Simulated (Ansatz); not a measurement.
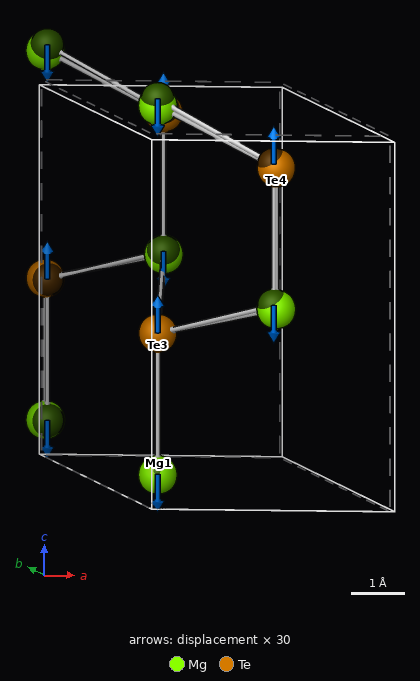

A crystal of MgTe (built on the wurtzite type) at its r2SCAN-relaxed geometry, drawn pale, and a changed version of it, drawn solid. The blue arrows show how the atoms are displaced (without the part that the change of the cell carries along), magnified 30 times. A ball-and-stick model of the cell of the calculation, repeated 1 × 2 × 1 with one cell outlined, seen slightly off an axis.

The calculation used Ansatz, DFT, r2SCAN with spin-orbit coupling, plane waves, PAW. Settings: plane-wave cutoff 500 eV; k-point mesh 6 × 6 × 4; occupations fixed; spin-orbit.

Q: What was done to the structure, and with what result?

A: The cell is strained by −1.6 % along c and +2.0 % across it (volume +2.4 %). The atoms and the free axis were relaxed with r2SCAN under that strain, and this is a single point on that geometry. The energy rises by 5.4 meV per atom. The pressure goes from 0.0 to −0.8 GPa. The principal stresses (compression positive) are 0.0 GPa along c and −1.3 GPa across it. The forces stay under 0.01 eV/Å. The band gap: 2.90 eV before, 2.72 eV after. Among the bonded contacts that change: Mg–Te 2.801 → 2.811 to 2.828 Å. The space group stays P6_3mc (No. 186).
